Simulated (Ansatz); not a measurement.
## Single-point calculation, with input and output: WS$_{2}$ (part 2 of 2)

Continued. System: WS$_{2}$ (P6₃/mmc, 42 atoms in the cell). Method: DFT PBE+D3(BJ), scalar-relativistic, plane waves, PAW, no spin polarisation (Ansatz 0.2.0); cutoff 420 eV, 2×2×2 k-mesh, Gaussian smearing of 0.01 eV. The structure derives from a Materials Project entry. It belongs to a series of runs on one base structure; here: the perfect crystal in a cell of 42 atoms.

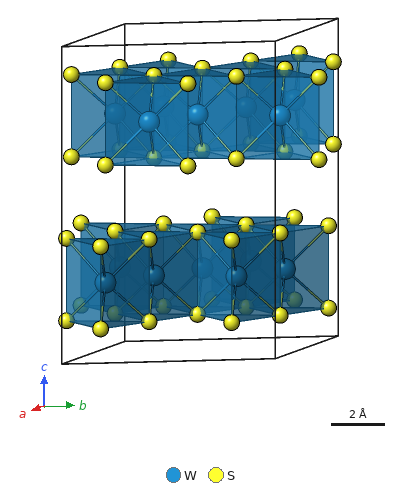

*The structure (polyhedral view of the cell of the calculation, seen slightly off an axis; polyhedra are completed across the faces of the cell).*

Output, continued
```
  k-point 0: bands = ["-62.5272", "-62.5272", "-62.5105", "-62.5105", "-62.5105", "-62.5105", "-62.5105", "-62.5105", "-62.5105", "-62.5105", "-62.5105", "-62.5105", "-62.5105", "-62.5105", "-26.9389", "-26.9389", "-26.9389", "-26.9389", "-26.9389", "-26.9389", "-26.9389", "-26.9389", "-26.9389", "-26.9389", "-26.9389", "-26.9389", "-26.8254", "-26.8253", "-26.7655", "-26.7655", "-26.7655", "-26.7655", "-26.7655", "-26.7655", "-26.7655", "-26.7655", "-26.7655", "-26.7655", "-26.7655", "-26.7655",
      "-26.7527", "-26.7527", "-26.7527", "-26.7527", "-26.7527", "-26.7527", "-26.7527", "-26.7527", "-26.7527", "-26.7527", "-26.7527", "-26.7527", "-26.6471", "-26.6471", "-26.6471", "-26.6471", "-3.6432", "-3.3609", "-2.1339", "-1.7653", "-1.7653", "-1.7653", "-1.7653", "-1.7653", "-1.7653", "-1.6076", "-1.5568", "-1.5568", "-1.5568", "-1.5568", "-1.5568", "-1.5568", "-1.3015", "-1.3015", "-1.3015", "-1.3015", "-1.3015", "-1.3015", "-1.0620", "-1.0620",
      "-1.0620", "-1.0620", "-1.0620", "-1.0620", "4.3009", "5.3559", "5.3559", "5.3559", "5.3559", "5.3559", "5.3559", "5.5009", "5.6548", "5.6548", "5.6548", "5.6548", "5.6548", "5.6548", "6.3743", "6.3743", "6.3743", "6.3743", "6.3743", "6.3743", "6.5118", "6.5118", "6.5118", "6.5118", "6.5118", "6.5118", "6.6439", "6.6439", "6.6439", "6.6439", "6.6439", "6.6439", "7.3412", "7.3412", "7.3412", "7.3412",
      "7.3412", "7.3412", "7.4821", "7.4821", "7.4821", "7.4821", "7.4821", "7.4821", "8.0693", "8.0693", "8.0693", "8.0693", "8.0693", "8.0693", "8.0759", "8.5471", "8.5471", "8.5652", "8.5652", "8.7641", "8.7641", "8.7641", "8.7641", "8.7641", "8.7641", "8.9475", "8.9475", "8.9475", "8.9475", "8.9475", "8.9475", "9.4917", "9.4917", "9.4917", "9.4917", "9.4917", "9.4917", "9.7159", "9.7159", "9.7159",
      "9.7159", "9.7159", "9.7159", "9.7753", "9.7753", "9.8432", "9.8432", "10.5051", "10.5051", "10.5051", "10.5051", "10.5051", "10.5051", "10.5918", "10.5918", "10.5918", "10.5918", "10.5918", "10.5918", "10.6430", "10.7680", "12.0648", "13.2981", "13.2981", "13.2981", "13.2981", "13.2981", "13.2981", "14.2215", "14.2215", "14.2215", "14.2215", "14.2215", "14.2215", "14.3141", "14.3141", "14.3271", "14.3271", "14.3334", "14.3334",
      "14.5104", "14.5104", "14.5104", "14.5104", "14.5104", "14.5104", "14.5177", "14.5177", "14.5177", "14.5177", "14.5177", "14.5177", "14.5631", "14.5631", "14.6530", "14.6530", "14.6530", "14.6530", "14.6530", "14.6530", "15.3742", "15.3742", "15.3742", "15.3742"]
  k-point 1: bands = ["-62.5272", "-62.5272", "-62.5105", "-62.5105", "-62.5105", "-62.5105", "-62.5105", "-62.5105", "-62.5105", "-62.5105", "-62.5105", "-62.5105", "-62.5105", "-62.5105", "-26.9389", "-26.9389", "-26.9389", "-26.9389", "-26.9389", "-26.9389", "-26.9389", "-26.9389", "-26.9389", "-26.9389", "-26.9389", "-26.9389", "-26.8253", "-26.8253", "-26.7655", "-26.7655", "-26.7655", "-26.7655", "-26.7655", "-26.7655", "-26.7655", "-26.7655", "-26.7655", "-26.7655", "-26.7655", "-26.7655",
      "-26.7527", "-26.7527", "-26.7527", "-26.7527", "-26.7527", "-26.7527", "-26.7527", "-26.7527", "-26.7527", "-26.7527", "-26.7527", "-26.7527", "-26.6471", "-26.6471", "-26.6471", "-26.6471", "-3.5211", "-3.5211", "-1.8571", "-1.8571", "-1.6855", "-1.6855", "-1.6855", "-1.6855", "-1.6855", "-1.6855", "-1.6855", "-1.6855", "-1.6855", "-1.6855", "-1.6855", "-1.6855", "-1.1574", "-1.1574", "-1.1574", "-1.1574", "-1.1574", "-1.1574", "-1.1574", "-1.1574",
      "-1.1574", "-1.1574", "-1.1574", "-1.1574", "4.8114", "4.8114", "5.5028", "5.5028", "5.5028", "5.5028", "5.5028", "5.5028", "5.5028", "5.5028", "5.5028", "5.5028", "5.5028", "5.5028", "6.3707", "6.3707", "6.3707", "6.3707", "6.3707", "6.3707", "6.3707", "6.3707", "6.3707", "6.3707", "6.3707", "6.3707", "6.9549", "6.9549", "6.9549", "6.9549", "6.9549", "6.9549", "6.9549", "6.9549", "6.9549", "6.9549",
      "6.9549", "6.9549", "7.9261", "7.9261", "7.9261", "7.9261", "7.9261", "7.9261", "7.9261", "7.9261", "7.9261", "7.9261", "7.9261", "7.9261", "8.5560", "8.5560", "8.5560", "8.5560", "8.8416", "8.8416", "8.8416", "8.8416", "8.8416", "8.8416", "8.8416", "8.8416", "8.8416", "8.8416", "8.8416", "8.8416", "9.1159", "9.1159", "9.5512", "9.5512", "9.5512", "9.5512", "9.5512", "9.5512", "9.5512", "9.5512",
      "9.5512", "9.5512", "9.5512", "9.5512", "9.8092", "9.8092", "9.8092", "9.8092", "10.5617", "10.5617", "10.5617", "10.5617", "10.5617", "10.5617", "10.5617", "10.5617", "10.5617", "10.5617", "10.5617", "10.5617", "11.7556", "11.7556", "13.6713", "13.6713", "13.6713", "13.6713", "13.6713", "13.6713", "13.6713", "13.6713", "13.6713", "13.6713", "13.6713", "13.6713", "14.3008", "14.3008", "14.3008", "14.3008", "14.4672", "14.4672",
      "14.4672", "14.4672", "14.5447", "14.5447", "14.5447", "14.5447", "14.5447", "14.5447", "14.5447", "14.5447", "14.5447", "14.5447", "14.5447", "14.5447", "15.0657", "15.0657", "15.0657", "15.0657", "15.0657", "15.0657", "15.0657", "15.0657", "15.0657", "15.0657"]
  k-point 2: bands = ["-62.5213", "-62.5213", "-62.5213", "-62.5213", "-62.5132", "-62.5132", "-62.5132", "-62.5132", "-62.5081", "-62.5081", "-62.5067", "-62.5067", "-62.5067", "-62.5067", "-27.0123", "-27.0123", "-26.9629", "-26.9629", "-26.9629", "-26.9629", "-26.9110", "-26.9110", "-26.9110", "-26.9110", "-26.8188", "-26.8188", "-26.8188", "-26.8188", "-26.8040", "-26.8040", "-26.8039", "-26.8039", "-26.7750", "-26.7750", "-26.7750", "-26.7750", "-26.7614", "-26.7614", "-26.7614", "-26.7614",
      "-26.7569", "-26.7569", "-26.7517", "-26.7517", "-26.7517", "-26.7517", "-26.7334", "-26.7334", "-26.7181", "-26.7181", "-26.7181", "-26.7181", "-26.6769", "-26.6769", "-26.6768", "-26.6768", "-3.0635", "-3.0635", "-2.7855", "-2.7855", "-2.1287", "-2.1287", "-1.8889", "-1.8889", "-1.8773", "-1.8773", "-1.4660", "-1.4660", "-1.4287", "-1.4287", "-1.3557", "-1.2251", "-1.1633", "-1.1633", "-1.1465", "-1.1465", "-1.1297", "-1.0506", "-1.0506", "-1.0148",
      "-1.0066", "-1.0066", "-0.9167", "-0.9167", "4.6106", "4.9543", "4.9695", "4.9695", "5.3067", "5.3067", "5.3913", "5.3913", "5.5407", "5.5407", "5.6723", "5.6723", "5.8006", "5.8006", "5.8280", "5.8280", "5.9325", "6.1412", "6.1412", "6.1938", "6.4592", "6.4592", "6.4715", "6.5774", "6.5774", "6.8124", "6.8124", "6.9874", "6.9874", "7.2380", "7.2380", "7.2685", "7.3077", "7.3077", "7.3118", "7.3118",
      "7.3774", "7.3774", "7.4123", "7.4123", "7.5325", "7.5325", "7.8606", "7.8606", "7.9109", "8.0166", "8.0234", "8.0234", "8.0253", "8.0253", "8.1939", "8.1939", "8.2486", "8.2486", "8.4126", "8.4126", "8.7974", "8.7974", "8.9320", "8.9320", "9.0059", "9.0059", "9.0200", "9.0433", "9.0433", "9.0871", "9.0871", "9.2709", "9.3932", "9.3932", "9.4091", "9.4091", "9.4295", "9.4295", "9.4762", "9.4762",
      "9.8350", "9.8350", "9.8466", "9.8466", "10.0269", "10.2643", "10.2643", "10.2774", "10.2800", "10.4064", "10.4064", "10.4987", "10.5986", "10.5986", "10.7119", "10.7119", "10.8877", "10.8877", "10.9847", "10.9847", "11.1518", "11.1518", "13.3372", "13.3372", "13.3929", "13.3929", "13.7334", "13.7334", "13.8707", "13.8707", "13.9272", "13.9272", "14.0392", "14.0392", "14.0902", "14.0902", "14.1020", "14.1020", "14.1136", "14.1136",
      "14.3017", "14.3017", "14.3292", "14.3816", "14.3846", "14.3846", "14.4719", "14.4719", "14.5584", "14.5584", "14.5936", "14.6162", "14.6162", "14.9229", "14.9229", "14.9266", "15.1076", "15.1781", "15.1781", "15.1871", "15.1871", "15.3614", "15.3614", "15.3788"]
  k-point 3: bands = ["-62.5213", "-62.5213", "-62.5213", "-62.5213", "-62.5132", "-62.5132", "-62.5132", "-62.5132", "-62.5081", "-62.5081", "-62.5067", "-62.5067", "-62.5067", "-62.5067", "-27.0123", "-27.0123", "-26.9629", "-26.9629", "-26.9629", "-26.9629", "-26.9110", "-26.9110", "-26.9110", "-26.9110", "-26.8188", "-26.8188", "-26.8188", "-26.8188", "-26.8040", "-26.8040", "-26.8040", "-26.8040", "-26.7750", "-26.7750", "-26.7750", "-26.7750", "-26.7614", "-26.7614", "-26.7614", "-26.7614",
      "-26.7569", "-26.7569", "-26.7517", "-26.7517", "-26.7517", "-26.7517", "-26.7334", "-26.7334", "-26.7181", "-26.7181", "-26.7181", "-26.7181", "-26.6768", "-26.6768", "-26.6768", "-26.6768", "-2.9462", "-2.9462", "-2.9462", "-2.9462", "-2.0333", "-2.0333", "-2.0333", "-2.0333", "-1.6340", "-1.6340", "-1.6340", "-1.6340", "-1.3069", "-1.3069", "-1.2905", "-1.2905", "-1.2905", "-1.2905", "-1.1129", "-1.1129", "-1.1129", "-1.1129", "-1.0557", "-1.0557",
      "-0.9474", "-0.9474", "-0.9474", "-0.9474", "4.7696", "4.7696", "5.4206", "5.4206", "5.4206", "5.4206", "5.4257", "5.4257", "5.4257", "5.4257", "5.5918", "5.5918", "5.5918", "5.5918", "5.7369", "5.7369", "5.7369", "5.7369", "5.9823", "5.9823", "6.4818", "6.4818", "6.4818", "6.4818", "6.9406", "6.9406", "6.9406", "6.9406", "6.9704", "6.9704", "7.1650", "7.1650", "7.1650", "7.1650", "7.3345", "7.3345",
      "7.3345", "7.3345", "7.7824", "7.7824", "7.7824", "7.7824", "7.9615", "7.9615", "8.1224", "8.1224", "8.1224", "8.1224", "8.1713", "8.1713", "8.1713", "8.1713", "8.2397", "8.2397", "8.2397", "8.2397", "8.8382", "8.8382", "8.8382", "8.8382", "9.0730", "9.0730", "9.0730", "9.0730", "9.0991", "9.0991", "9.0991", "9.0991", "9.1144", "9.1144", "9.3720", "9.3720", "9.3720", "9.3720", "9.6115", "9.6115",
      "9.6115", "9.6115", "10.0192", "10.0192", "10.0192", "10.0192", "10.1526", "10.1526", "10.3576", "10.3576", "10.3576", "10.3576", "10.4080", "10.4080", "10.9677", "10.9677", "10.9677", "10.9677", "11.0253", "11.0253", "11.0253", "11.0253", "13.6855", "13.6855", "13.6855", "13.6855", "13.7217", "13.7217", "13.7217", "13.7217", "13.8041", "13.8041", "13.8041", "13.8041", "14.0834", "14.0834", "14.0834", "14.0834", "14.2299", "14.2299",
      "14.2299", "14.2299", "14.3515", "14.3515", "14.4257", "14.4257", "14.4257", "14.4257", "14.7204", "14.7204", "14.7204", "14.7204", "14.7901", "14.7901", "15.1014", "15.1014", "15.1014", "15.1014", "15.2060", "15.2060", "15.2060", "15.2060", "15.2866", "15.2866"]
```

Summary

- outcome: converged
- space group (tolerance 0.01 Å): P6₃/mmc (194)
- electrons treated: 364
- free energy: −170697.2202 eV
- Fermi energy: 12.681 eV
- gap on the k-point mesh: 1.23 eV
- pressure: 0.01 GPa
- largest force (length of the vector): 0.006 eV/Å
- hardware: 4 threads of Arm Neoverse N1, 54 GiB of memory available, shared host
- wall time: 29 s (CPU time 1.8 min)
- peak memory: 3 GiB

Notes

Spin–orbit coupling is left out, which matters for W.
